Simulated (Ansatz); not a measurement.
**Al: density, localisation and related maps**

Input

```
crystal:
  lattice:
    - [0.0, 3.0137355251, 3.0137355251]
    - [3.0137355251, 0.0, 3.0137355251]
    - [3.0137355251, 3.0137355251, 0.0]
  atoms:
    - { symbol: Al, position: [0.125, 0.125, 0.125] }
    - { symbol: Al, position: [0.875, 0.875, 0.875] }
hamiltonian:
  xc: r2scan
  pseudopotentials:
    kind: paw_fr
    azcp:
      Al: "pseudopotentials/Al.paw.azcp"
basis:
  ecutwfc: 500
  fft_grid_basis: typed
kpoints:
  mp_grid: { grid: [9, 9, 9], shift: [0, 0, 0] }
magnetization:
  noncollinear: true
  spin_orbit: true
scf:
  occupations: { method: fermi_dirac, width: 0.1 }
output:
  write_density: true
  write_potential: true
  elf: true
  volumetric_format: npy
```

Launched as:

```sh
ansatz run input.yaml --threads 1 --pin off --max-ram 3584MiB --backend cpu --events-out ev --progress --plain --runs-dir out
```

Below, planes, directions and counts refer to the conventional cell (a = 6.03 Å, b = 6.03 Å, c = 6.03 Å, α = 90.00°, β = 90.00°, γ = 90.00°).

Space group Fd-3m; set up as Al, diamond; a generated structure, not necessarily the stable one.

Computed with DFT, r2SCAN, plane waves (500 eV) with PAW, fully relativistic with spin-orbit coupling (Ansatz 0.2.0).

In a PAW calculation such maps are meaningful between the atoms, not at the nuclei.

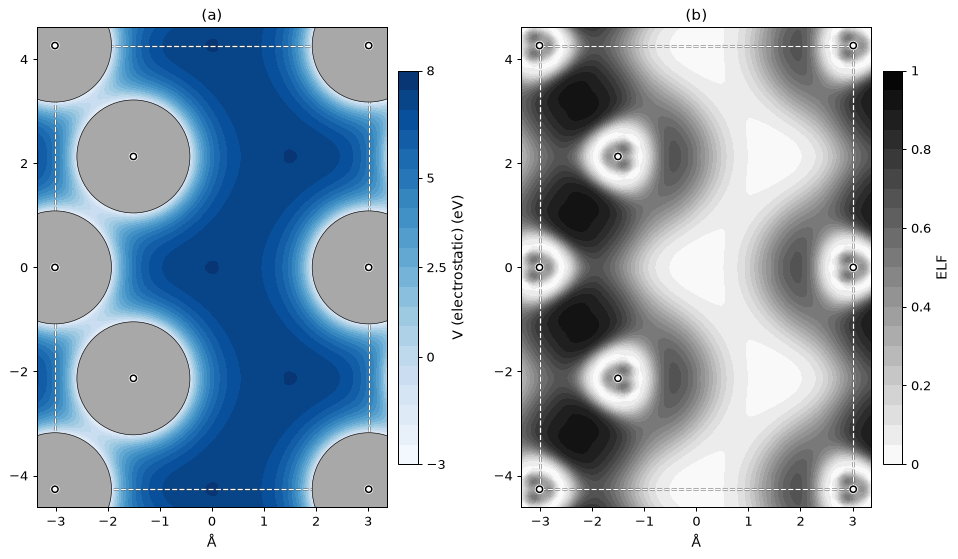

Figure 1. (a) electrostatic potential (local pseudopotential plus Hartree) felt by an electron; (b) ELF on the (110) plane of the conventional cell. Circles mark the nuclei in the plane (Al). Grey discs cover the atomic cores in the potential map.

> Interpret the plot.

The section cuts through Al sites.
Al–Al (2.61 Å): the ELF peaks at about 0.90 between the atoms.
Outside the cores the potential energy rises away from the atoms and is highest about 2.6 Å from the nearest atoms; its zero is arbitrary.

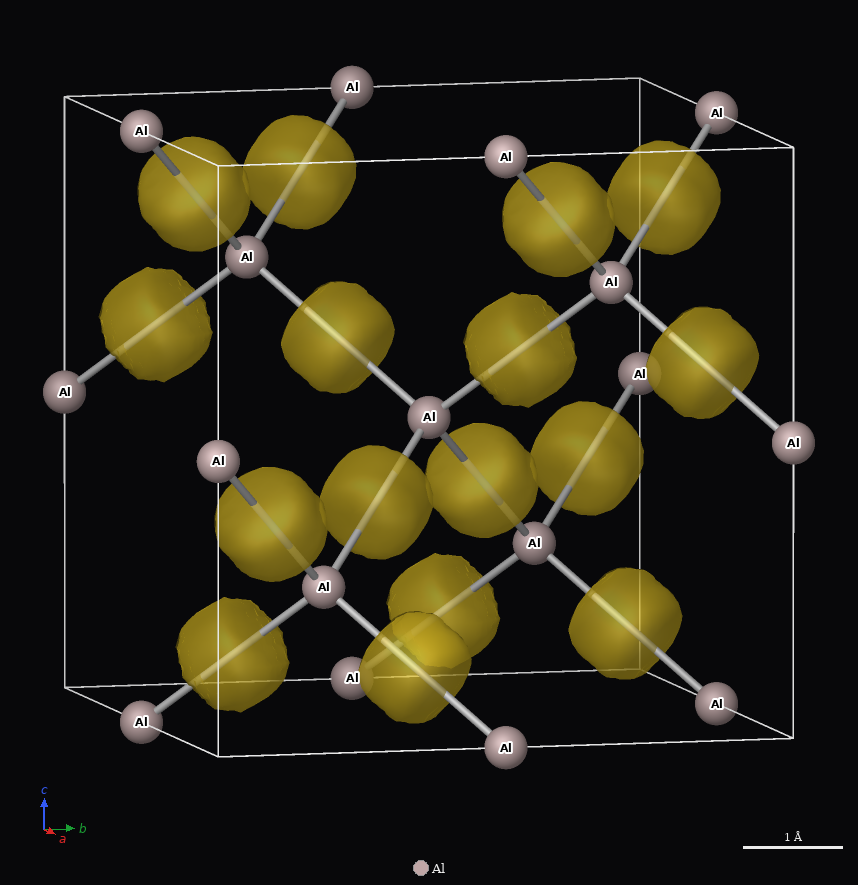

Figure 2. Isosurface of the ELF at 0.85 (yellow), seen slightly off an axis. Only the valence region is drawn (cores and ρ < 0.01 e/Å³ removed). Sticks mark near contacts.

> Describe the localisation domains.

The surface consists of 16 regions between bonded Al–Al atoms, counted in one cell of 8 atoms. Any copies at cell faces, edges or corners count once.

> Does the calculation give a band gap?

It is metallic or semimetallic at this level of theory: no gap opens.
